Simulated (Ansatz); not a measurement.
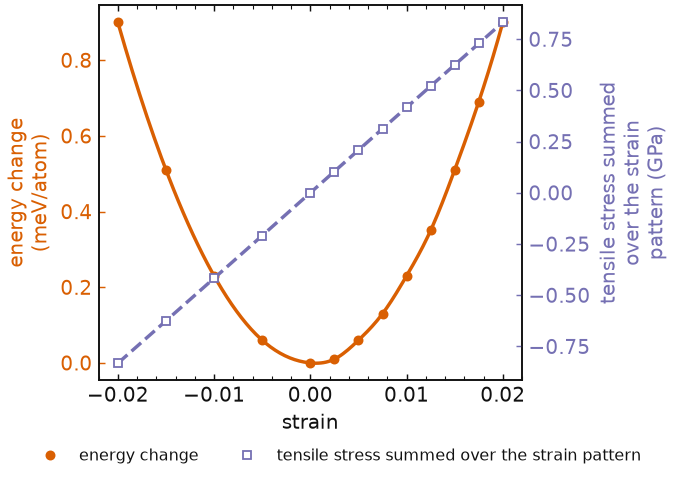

The plot gives the computed energy change and tensile stress summed over the strain pattern against strain for Ti, space group P6_3/mmc (No. 194).

Structure:
```xyz
2
Lattice="2.9500 0.0000 0.0000 -1.4750 2.5548 0.0000 0.0000 0.0000 4.6860" Properties=species:S:1:pos:R:3 pbc="T T T"
Ti    0.0000    1.7032    1.1715
Ti    1.4750    0.8516    3.5145
```

How it was computed, with Ansatz 0.2.0: homogeneous strain of a crystal along one Voigt pattern with engineering shear, fractional coordinates fixed, by plane-wave density functional theory with PAW datasets, free energies less that of the undisturbed cell; scalar-relativistic. Level: PBE, no spin polarisation.

wave cutoff 420 eV; k mesh 18×18×10; occupations Gaussian; smearing width 0.15 eV; k shift (0, 0, 0) (mesh steps); start as given; strain pattern (0, 0, 0, 0, 1, 0) (xx yy zz yz xz xy with engineering shear).

The points at strain −0.015, −0.005, 0.01 and 0.02 follow from computed ones by symmetry.

Question: Where does the curve of the energy change have its lowest point?

Answer: The lowest computed point is at strain 0.0000 (0.00 meV/atom).

Question: What does the tensile stress summed over the strain pattern do across the range?

Answer: It rises from −0.832 GPa at strain −0.0200 to 0.832 GPa at 0.0200, and changes sign near 0.0000.

Caveats: reference crystal is not relaxed.
